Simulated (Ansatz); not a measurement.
# Energy of Rh along a strain of the cell

System: Rh (1 atom in the cell).
Method: DFT r2SCAN, scalar-relativistic, plane waves, PAW, no spin polarisation (Ansatz 0.2.0).

The 5 runs differ only in the geometry, by a strain of the cell at fixed fractional positions. Against run 3, the strain is εxx = η and εyy = η. The structure derives from an entry of the Crystallography Open Database.

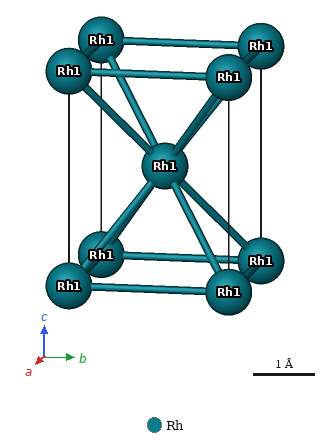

Figure 1. The structure of run 3 (ball-and-stick view of the cell 2 times as large as that of the calculation, set on its symmetry axes, seen slightly off an axis; atoms are numbered from 1 in the order of the input). An atom can appear more than once, as a periodic image.

**Input of run 3**
```yaml
crystal:
  lattice:
    - [0.0, 1.90155, 1.8064725]
    - [1.90155, 0.0, 1.8064725]
    - [1.90155, 1.90155, 0.0]
  atoms:
    - { symbol: Rh, position: [0.0, 0.0, 0.0] }
basis:
  ecutwfc: 500
kpoints:
  mp_grid: { grid: [22, 22, 22] }
hamiltonian:
  xc: r2scan
scf:
  occupations: { method: gaussian, width: 0.15 }
output:
  forces: true
  stress: true
  eigenvalues: true
```

Command:
```bash
ansatz run input.yaml --threads 1 --pin off --max-ram 2560MiB --backend cpu --events-out ev --progress --plain --runs-dir out
```

Lattice vectors (Å) and fractional positions of run 3:
```
   0.000000    1.901550    1.806472
   1.901550    0.000000    1.806472
   1.901550    1.901550    0.000000
Rh  0.000000  0.000000  0.000000
```

Run 4 differs from it as follows:
```diff
-    - [0.0, 1.90155, 1.8064725]
-    - [1.90155, 0.0, 1.8064725]
-    - [1.90155, 1.90155, 0.0]
+    - [0.0, 1.94908875, 1.8064725]
+    - [1.94908875, 0.0, 1.8064725]
+    - [1.94908875, 1.94908875, 0.0]
```

**Results, with one run withheld**

```tsv
run	strain parameter η (%)	free energy per atom, from the lowest run given (meV)	pressure (GPa)
1	−5.0000	275.06	62.85
2	−2.5000	88.61	36.36
3	0.0000	0.00	16.09
4	2.5000	?	?
5	5.0000	36.12	−10.81
```

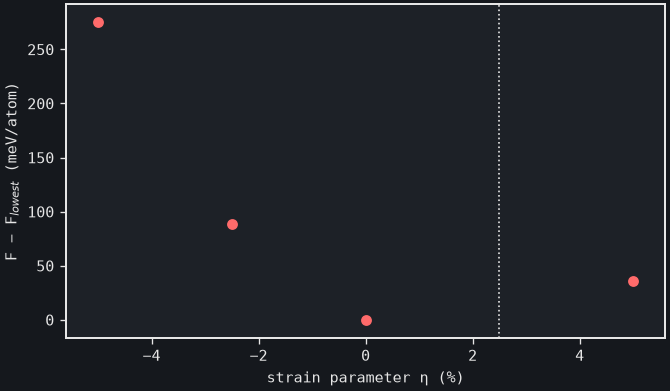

Figure 2. Free energy per atom of the runs given; the dotted line marks run 4.

What should run 4 give?

A quadratic polynomial in the coordinate, fitted to the 4 runs given, misses them by at most 5.83 meV per atom. With x = η + 0.6250, it reads F = 12.866 − 31.564 x + 6.3694 x² (meV per atom). At run 4 it gives −23.57 meV per atom, and the run itself gives −11.74. The fit has its minimum at η = 1.8528 %. The miss comes from the order of the polynomial or from scatter in that run; these data can't tell which.

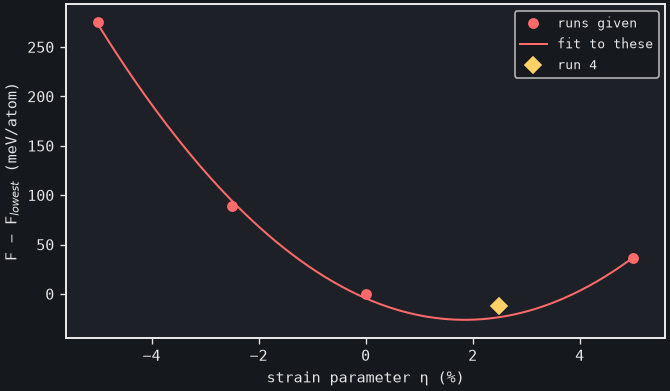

Figure 3. The fit and the withheld run.

**Output, shortened to warnings, some set-up lines, iterations and results (run 4)**
```
Basis set: ecut = 500 eV, 331 PW (Γ), exchange–correlation on 80×80×96 points (64 copies of the dense FFT grid, shifted against one another)
Symmetry: 16 space group operations
k-points: 834 of 10648
Initial density: superposition of atomic densities (neutral atoms: chi_scale 0, normalization atom), corrected by the library's trained network
[...]
SCF iter   1: F=—  HF=-6415.230798 eV  |F-HF|=—  |Δ(HF+E_count)|=         —  Δρ=1.09e-2  dr2=4.11e-3  dr2_τ=9.74e-3  ethr=1.77e-3  ⟨swp⟩=5.0  Hψ=60990  notcnv=0
SCF iter   2: F=—  HF=-6415.241786 eV  |F-HF|=—  |Δ(HF+E_count)|=   1.10e-2  Δρ=5.83e-3  dr2=1.31e-3  dr2_τ=1.81e-4  ethr=2.42e-5  ⟨swp⟩=2.1  Hψ=21939  notcnv=0  defer=3
SCF iter   3: F=—  HF=-6415.242155 eV  |F-HF|=—  |Δ(HF+E_count)|=   3.69e-4  Δρ=1.20e-3  dr2=1.89e-4  dr2_τ=1.94e-5  ethr=7.69e-6  ⟨swp⟩=2.2  Hψ=15195  notcnv=0  defer=3
SCF iter   4: F=—  HF=-6415.242121 eV  |F-HF|=—  |Δ(HF+E_count)|=   3.44e-5  Δρ=2.85e-4  dr2=3.59e-6  dr2_τ=3.35e-6  ethr=1.11e-6  ⟨swp⟩=2.5  Hψ=16393  notcnv=0  defer=3
SCF iter   5: F=—  HF=-6415.242123 eV  |F-HF|=—  |Δ(HF+E_count)|=   2.40e-6  Δρ=9.05e-5  dr2=3.32e-7  dr2_τ=7.13e-8  ethr=2.11e-8  ⟨swp⟩=2.8  Hψ=19384  notcnv=0  defer=3
SCF iter   6: F=-6415.242124 eV  HF=-6415.242124 eV  |F-HF|=6.05e-10  |Δ(HF+E_count)|=   6.64e-7  Δρ=1.67e-5  dr2=1.07e-8  dr2_τ=6.86e-9  ethr=5.88e-10  ⟨swp⟩=5.8  Hψ=50876  …
SCF 1 converged in 6 iterations: F = -6415.242124 eV  dr2 = 1.07e-8
SCF converged after 6 iterations
Free energy (F): -6415.242124 eV
Harris-Foulkes:  -6415.242124 eV  (|F-HF|=6.05e-10)
Internal energy: -6415.227448 eV  (E = F + TS)
E sigma→0 (E₀):  -6415.234786 eV
Entropy (-TS):   -0.014676 eV (-14.676 meV/atom)
Fermi energy:    22.236165 eV
--- Per-component energies (eV) ---
  E_band       = -101.573463
  E_kinetic    = 573.313761
  E_local      = -1562.575348  (includes V_loc(G=0)·N_el)
  E_nonlocal   = 355.464167
  E_hartree    = 549.966584
  E_xc         = -216.836696
  E_vxc        = -314.163785  (∫ρ·V_xc dr)
  E_paw        = -3604.259931  (= ΣΔE_a)
  E_vpaw       = -274.794715  (= ΣTr[D̂ρ^β])
  E_aug_tail   = 0.000628  (compensation charges beyond the density's cutoff)
  E_vtau       = 21.250773  (kinetic-family band-sum trace: ∫τ·v_τ [+ j·A + Jᵃ·Aᵃ] dr)
  E_ewald      = -2509.930654
  E_core_change = -0.369959  (= ΣΔE_core)
  E_smearing   = -0.014676  (= −TS)
  E_closure    = -0.000000  (closes the sum)
  Σ components = -6415.242124   (vs F -6415.242124, Δ=0.00e0)
--- Forces (eV/Å), atoms counted from 1 ---
  atom   1  Rh    -0.00000000    -0.00000000     0.00000000
  max |Σ_I F_I| component: 1.93e-32 eV/Å
--- Stress (GPa, compression-positive) ---
       -4.943562       0.000000      -0.000000
        0.000000      -4.943562      -0.000000
       -0.000000      -0.000000      12.030653
  P = ⅓ Tr σ = 0.7145 GPa (7.145 kbar)
```
